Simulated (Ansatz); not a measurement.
# Geometry relaxation of CeO₂ (part 1 of 2)

- system: CeO₂ (3 atoms in the cell)
- method: DFT PBE, scalar-relativistic, plane waves, PAW, no spin polarisation (Ansatz 0.2.0)

The structure was built on a prototype by a generator; it need not be a known phase. Figures and captions count atoms from 1; the log counts them from 0 in places.

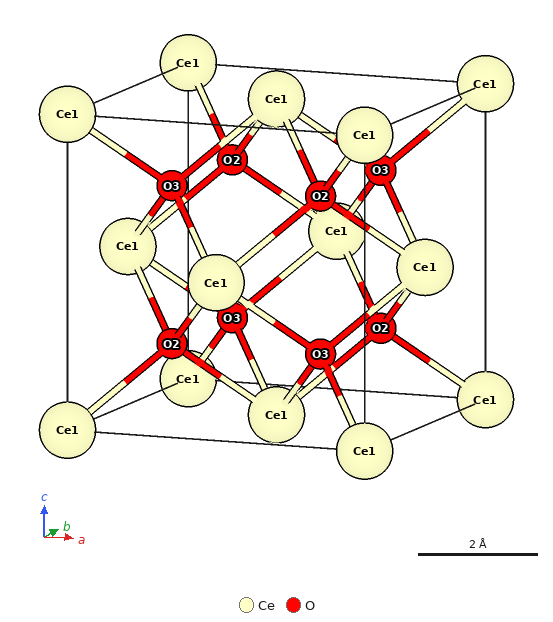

*The input geometry (ball-and-stick view of the cell 4 times as large as that of the calculation, set on its symmetry axes, seen slightly off an axis; atoms are numbered from 1 in the order of the input).*

Near neighbours in the crystal (not all of them lie inside the picture): Ce has 8 O at 2.34 Å; O has 4 Ce at 2.34 Å.

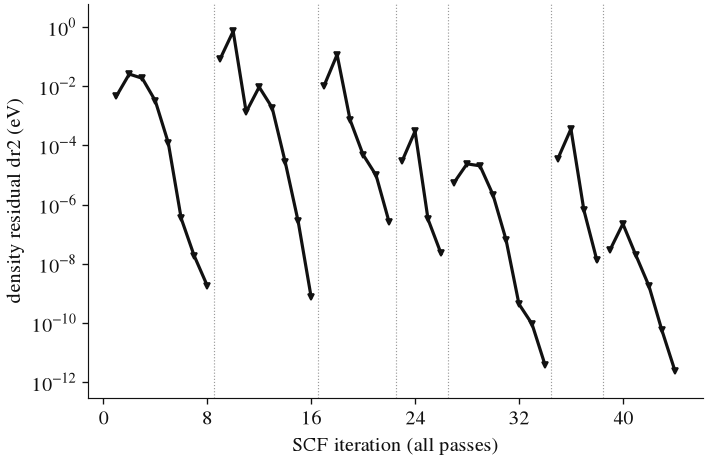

*Convergence of the self-consistent field: density residual dr2 against the SCF iteration. The dotted lines part the SCF passes of the relaxation: geometry steps, rejected trials and re-solves on a re-selected basis.*

The 7 passes take 4 to 8 iterations each, 44 in all.

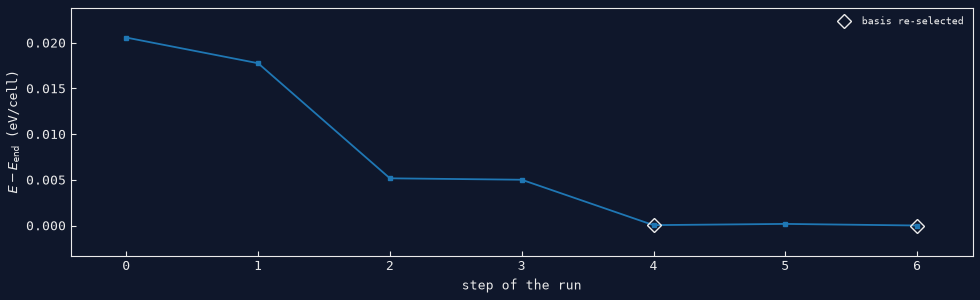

*Progress of the relaxation, step by step (the first geometry is step 0 here and step 1 in the log).*

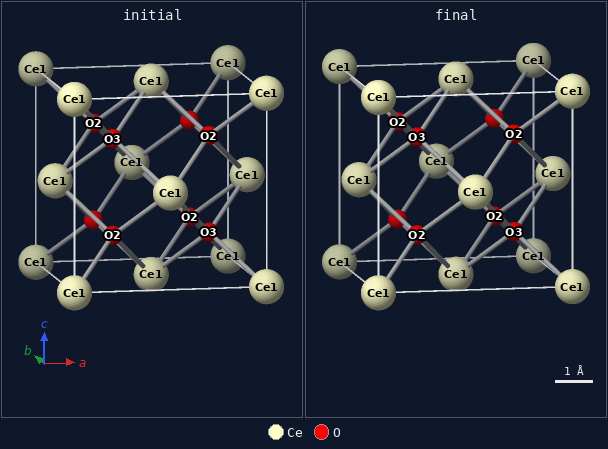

*Before (left) and after (right) the relaxation, at one scale (ball-and-stick view of the cell 4 times as large as that of the calculation, set on its symmetry axes, seen slightly off an axis).*

The energy falls by 20.4 meV per cell of the calculation in 4 geometry steps. All forces vanish by symmetry, so only the cell relaxes. Pressure: 5.60 GPa at the start and 0.01 GPa at the end. The basis was re-selected once at an unchanged geometry, which shifts the energy a little without any move. The atoms keep their places relative to the cell (all moves are under 0.005 Å). The drawn cell changes as follows: a = b = c 5.410 → 5.464 Å (+1.0 %); the volume changes by +3.0 %. Among the contacts that change: Ce1–O2 2.342 → 2.366 Å. The space group stays Fm-3m (No. 225). The energy change given includes the shifts at the re-selections in mid-walk, which come without any move. A last SCF at the same geometry on a re-selected plane-wave basis shifts the energy by −0.2 meV per cell of the calculation. (Atoms are counted from 1 in the order of the input.)

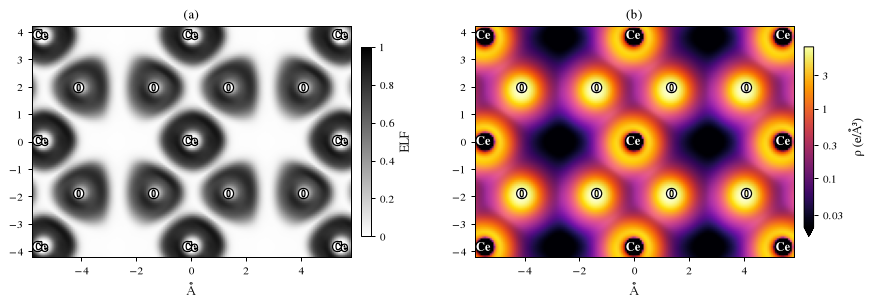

*(a) electron localisation function; (b) valence charge density (pseudo) on the (101) plane of the conventional cell.*

The plane passes through Ce and O nuclei. Ce–O (2.37 Å): the density is about 0.51 e/Å³ at the midpoint, with its minimum of 0.46 e/Å³ about 1.3 Å from Ce; the ELF peaks at about 0.80 in the valence shell of O, 0.6 Å from its nucleus, and drops to about 0.20 between the two atoms. Away from the nuclei the density in this plane falls to 0.01 e/Å³ at its lowest. The strong features right at Ce lie inside the PAW spheres (semicore, d or f shells) and say nothing about bonding. Core electrons are frozen (PAW), so the fields are smoothed inside the atomic spheres.

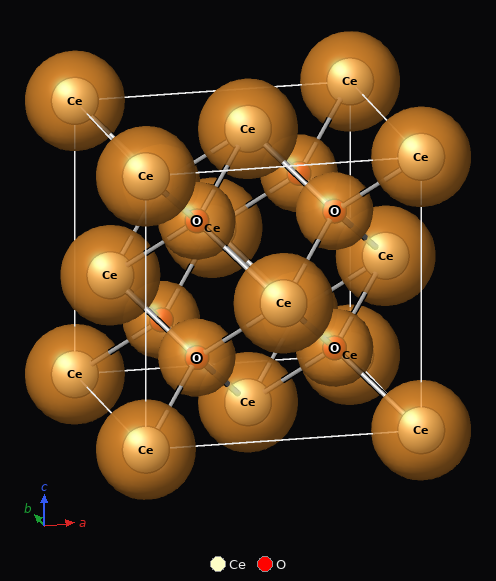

*Isosurface of the valence pseudo-density at 1 e/Å³ (orange), seen slightly off an axis. Sticks mark near contacts. The outline is the cell set on symmetry axes.*

At this value the density breaks into separate islands; it holds about 65 % of the electrons treated as valence (semicore included). It is pinched off along the Ce–O (2.37 Å) contacts. On the grid the lowest density along these lines, outside the cores, is 0.46 e/Å³ (Ce–O, 2.37 Å).

The input and output of the run follow.

The input
```yaml
crystal:
  lattice:
    - [0.0, 2.7048609279, 2.7048609279]
    - [2.7048609279, 0.0, 2.7048609279]
    - [2.7048609279, 2.7048609279, 0.0]
  atoms:
    - { symbol: Ce, position: [0.0, 0.0, 0.0] }
    - { symbol: O, position: [0.25, 0.25, 0.25] }
    - { symbol: O, position: [0.75, 0.75, 0.75] }
basis:
  ecutwfc: 420
kpoints:
  mp_grid: { grid: [10, 10, 10] }
hamiltonian:
  xc: pbe
scf:
  occupations: { method: gaussian, width: 0.02 }
output:
  forces: true
  stress: true
  eigenvalues: true
  write_density: true
  write_potential: true
  elf: true
  volumetric_format: npy
relax:
  adjacent_minimum: "off"
  f_tol: 0.005
  max_steps: 80
  cell: { stress_tol: 0.05 }
```

Launch command:
```bash
ansatz run input.yaml --threads 8 --pin off --max-ram 14336MiB --backend cpu --events-out ev --progress --plain --runs-dir out
```

The program's output
```
band count auto-derived: 22 (N_el = 24.0; filled up to band 12; 16 by the electrons, moments and atoms)
Engine: ansatz 0.2.0, x86_64-unknown-linux-gnu
Pseudopotentials: kind: paw
Pseudopotential: Ce, paw, valence charge 12, recommended cutoff 420 eV (normal), Ce.paw.azcp
Pseudopotential: O, paw, valence charge 6, recommended cutoff 420 eV (normal), O.paw.azcp
Functional definition: PBE
  parameter kappa = 0.804
  parameter beta = 0.06672455060314922
  exchange = pbe_x(kappa = kappa, mu = beta*pi^2/3)
  correlation = pbe_c(beta = beta)
Crystal: 3 atoms, lattice volume = 39.579 Å³
Basis set: ecut = 420 eV, 749 PW (Γ), exchange–correlation on 54×54×54 points (8 copies of the dense FFT grid, shifted against one another)
Bands: 22, of which v1, the nominal top of the filled ones, is band 12 counted from 1 (11 counted from 0)
Symmetry: 48 space group operations
Space group: Fm-3m (ITA 225), of the structure as read, at distance tolerance 3.4e-5 Å
k-points: 47 of 1000
Non-local potential: Ce, projectors of the file, l = 0: 3, l = 1: 2, l = 2: 2, l = 3: 3
Non-local potential: O, projectors of the file, l = 0: 2, l = 1: 2, l = 2: 1
PAW form: soft (Blöchl's): semilocal exchange-correlation on the pseudo side does not see the compensation charge
PAW one-centre angular grid: Ce, 590 points (default); XC on 64 Gauss nodes
PAW one-centre angular grid: O, 110 points (default); XC on 64 Gauss nodes
Initial density: superposition of atomic densities (neutral atoms: chi_scale 0, normalization atom), corrected by the library's trained network
Initial wavefunctions: pseudopotential atomic-orbital guess
Functional: x = pbe(κ = 0.804, μ = 0.2195149727645171), c = pbe(β = 0.06672455060314922)
SCF iter   1: F=—  HF=-7715.801747 eV  |F-HF|=—  |Δ(HF+E_count)|=         —  Δρ=4.40e-3  dr2=4.55e-3  ethr=1.77e-3  ⟨swp⟩=6.0  Hψ=4915  notcnv=0
preconditioner: auto → none  [insulator: Δε(μ)=2.038 eV  Ē_g=11.855 eV  σ=0.020 eV  W_gap=1.00  n_scr=14 (ndim 8)  ℏωp=27.7 eV  f_vac=0.033  D(μ)=0.00/eV (n_scr^D=0)  ε∞_Penn≈6.5]
SCF iter   2: F=—  HF=-7715.807070 eV  |F-HF|=—  |Δ(HF+E_count)|=   5.32e-3  Δρ=7.76e-3  dr2=2.58e-2  ethr=1.89e-5  ⟨swp⟩=2.6  Hψ=2330  notcnv=0  defer=141
SCF iter   3: F=—  HF=-7715.806998 eV  |F-HF|=—  |Δ(HF+E_count)|=   7.25e-5  Δρ=6.49e-3  dr2=1.86e-2  ethr=1.89e-5  ⟨swp⟩=3.0  Hψ=2042  notcnv=0  defer=141
SCF iter   4: F=—  HF=-7715.805778 eV  |F-HF|=—  |Δ(HF+E_count)|=   1.22e-3  Δρ=2.76e-3  dr2=3.26e-3  ethr=1.89e-5  ⟨swp⟩=2.6  Hψ=1315  notcnv=0  defer=141
SCF iter   5: F=—  HF=-7715.805628 eV  |F-HF|=—  |Δ(HF+E_count)|=   1.50e-4  Δρ=5.37e-4  dr2=1.25e-4  ethr=1.36e-5  ⟨swp⟩=2.0  Hψ=1222  notcnv=0  defer=141
SCF iter   6: F=—  HF=-7715.805629 eV  |F-HF|=—  |Δ(HF+E_count)|=   1.26e-6  Δρ=3.00e-5  dr2=3.41e-7  ethr=5.21e-7  ⟨swp⟩=2.1  Hψ=1069  notcnv=0  defer=141
SCF iter   7: F=—  HF=-7715.805573 eV  |F-HF|=—  |Δ(HF+E_count)|=   5.59e-5  Δρ=8.71e-6  dr2=1.87e-8  ethr=4.17e-10  ⟨swp⟩=13.2  Hψ=7191  notcnv=0
SCF iter   8: F=-7715.805573 eV  HF=-7715.805573 eV  |F-HF|=8.19e-11  |Δ(HF+E_count)|=   7.41e-9  Δρ=2.56e-6  dr2=1.85e-9  ethr=7.79e-11  ⟨swp⟩=6.0  Hψ=5035  notcnv=0
SCF 1 converged in 8 iterations: F = -7715.805573 eV  dr2 = 1.85e-9
  greatest PAW one-centre occupation: 0.988 electrons in one spin orbital (limit 2), on the Ce atom at site 0 (counted from 0), in its partial waves of l = 0
relax step   1: F+E_penalty+E_count = -7715.80557340 eV  Δ(F+E_penalty+E_count) = +0.000e0 eV  max|allowed force component| = 2.159e-17 eV/Å  Δτ_max = 0.0000 Å  P = +5.598 GPa  Ω = 39.579 Å³  (8 SCF iters, dr2 threshold 1.00e-7 eV, accepted)
Crystal: 3 atoms, lattice volume = 41.589 Å³
Basis set: ecut = 420 eV, 869 PW (Γ), exchange–correlation on 54×54×54 points (8 copies of the dense FFT grid, shifted against one another)
Initial density: handed on by an earlier stage of this run
Initial wavefunctions: those handed on with the density
iter 1 solved again at ethr=3.50e-4 eV; its pass at ethr=3.10e-3 eV (dr2=8.39e-2 eV) is discarded
SCF iter   1: F=—  HF=-7715.816816 eV  |F-HF|=—  |Δ(HF+E_count)|=         —  Δρ=1.48e-2  dr2=8.47e-2  ethr=3.50e-4  ⟨swp⟩=1.1  Hψ=6345  notcnv=0
preconditioner: auto → none  [insulator: Δε(μ)=1.709 eV  Ē_g=11.471 eV  σ=0.020 eV  W_gap=1.00  n_scr=14 (ndim 8)  ℏωp=27.0 eV  f_vac=0.055  D(μ)=0.00/eV (n_scr^D=0)  ε∞_Penn≈6.5]
SCF iter   2: F=—  HF=-7715.903843 eV  |F-HF|=—  |Δ(HF+E_count)|=   8.70e-2  Δρ=3.82e-2  dr2=7.19e-1  ethr=3.50e-4  ⟨swp⟩=3.0  Hψ=2488  notcnv=0  recentre
SCF iter   3: F=—  HF=-7715.808226 eV  |F-HF|=—  |Δ(HF+E_count)|=   9.56e-2  Δρ=1.94e-3  dr2=1.35e-3  ethr=3.50e-4  ⟨swp⟩=3.0  Hψ=2321  notcnv=0
SCF iter   4: F=—  HF=-7715.809733 eV  |F-HF|=—  |Δ(HF+E_count)|=   1.51e-3  Δρ=4.48e-3  dr2=9.41e-3  ethr=5.61e-6  ⟨swp⟩=3.0  Hψ=2315  notcnv=0
SCF iter   5: F=—  HF=-7715.808658 eV  |F-HF|=—  |Δ(HF+E_count)|=   1.08e-3  Δρ=1.99e-3  dr2=1.89e-3  ethr=5.61e-6  ⟨swp⟩=3.1  Hψ=2023  notcnv=0
SCF iter   6: F=—  HF=-7715.808439 eV  |F-HF|=—  |Δ(HF+E_count)|=   2.19e-4  Δρ=2.42e-4  dr2=2.82e-5  ethr=5.61e-6  ⟨swp⟩=2.0  Hψ=1376  notcnv=0
SCF iter   7: F=—  HF=-7715.808382 eV  |F-HF|=—  |Δ(HF+E_count)|=   5.72e-5  Δρ=3.16e-5  dr2=2.76e-7  ethr=1.25e-9  ⟨swp⟩=10.1  Hψ=7929  notcnv=0
SCF iter   8: F=-7715.808381 eV  HF=-7715.808381 eV  |F-HF|=3.41e-10  |Δ(HF+E_count)|=   5.00e-8  Δρ=2.44e-6  dr2=7.63e-10  ethr=1.15e-9  ⟨swp⟩=7.1  Hψ=5600  notcnv=0
SCF 2 converged in 8 iterations: F = -7715.808381 eV  dr2 = 7.63e-10
relax step   2: F+E_penalty+E_count = -7715.80838150 eV  Δ(F+E_penalty+E_count) = -2.808e-3 eV  max|allowed force component| = 6.322e-17 eV/Å  Δτ_max = 0.0000 Å  P = -3.611 GPa  Ω = 41.589 Å³  energy of the carried Pulay correction = -7.281e-3 eV  (8 SCF iters, dr2 threshold 3.00e-7 eV, accepted)
Crystal: 3 atoms, lattice volume = 40.777 Å³
Basis set: ecut = 420 eV, 821 PW (Γ), exchange–correlation on 54×54×54 points (8 copies of the dense FFT grid, shifted against one another)
iter 1 solved again at ethr=4.40e-5 eV; its pass at ethr=3.10e-3 eV (dr2=1.06e-2 eV) is discarded
SCF iter   1: F=—  HF=-7715.822216 eV  |F-HF|=—  |Δ(HF+E_count)|=         —  Δρ=5.36e-3  dr2=1.05e-2  ethr=4.40e-5  ⟨swp⟩=1.0  Hψ=6249  notcnv=0
preconditioner: auto → none  [insulator: Δε(μ)=1.980 eV  Ē_g=11.718 eV  σ=0.020 eV  W_gap=1.00  n_scr=14 (ndim 8)  ℏωp=27.3 eV  f_vac=0.038  D(μ)=0.00/eV (n_scr^D=0)  ε∞_Penn≈6.4]
SCF iter   2: F=—  HF=-7715.833283 eV  |F-HF|=—  |Δ(HF+E_count)|=   1.11e-2  Δρ=1.56e-2  dr2=1.17e-1  ethr=4.39e-5  ⟨swp⟩=3.0  Hψ=2472  notcnv=0  recentre
SCF iter   3: F=—  HF=-7715.821076 eV  |F-HF|=—  |Δ(HF+E_count)|=   1.22e-2  Δρ=1.58e-3  dr2=7.29e-4  ethr=4.39e-5  ⟨swp⟩=3.1  Hψ=2298  notcnv=0
SCF iter   4: F=—  HF=-7715.821037 eV  |F-HF|=—  |Δ(HF+E_count)|=   3.86e-5  Δρ=3.10e-4  dr2=4.87e-5  ethr=3.04e-6  ⟨swp⟩=2.9  Hψ=1880  notcnv=0
SCF iter   5: F=—  HF=-7715.820980 eV  |F-HF|=—  |Δ(HF+E_count)|=   5.67e-5  Δρ=1.59e-4  dr2=9.84e-6  ethr=2.03e-7  ⟨swp⟩=1.0  Hψ=1034  notcnv=0
SCF iter   6: F=-7715.820980 eV  HF=-7715.820980 eV  |F-HF|=2.39e-7  |Δ(HF+E_count)|=   2.74e-8  Δρ=2.09e-5  dr2=2.61e-7  ethr=1.25e-9  ⟨swp⟩=9.4  Hψ=7422  notcnv=0
SCF 3 converged in 6 iterations: F = -7715.820980 eV  dr2 = 2.61e-7
relax step   3: F+E_penalty+E_count = -7715.82098015 eV  Δ(F+E_penalty+E_count) = -1.260e-2 eV  max|allowed force component| = 3.778e-17 eV/Å  Δτ_max = 0.0000 Å  P = -0.164 GPa  Ω = 40.777 Å³  energy of the carried Pulay correction = -4.383e-3 eV  (6 SCF iters, dr2 threshold 3.00e-7 eV, accepted)
Crystal: 3 atoms, lattice volume = 40.739 Å³
iter 1 solved again at ethr=1.18e-7 eV; its pass at ethr=3.10e-3 eV (dr2=2.84e-5 eV) is discarded
```
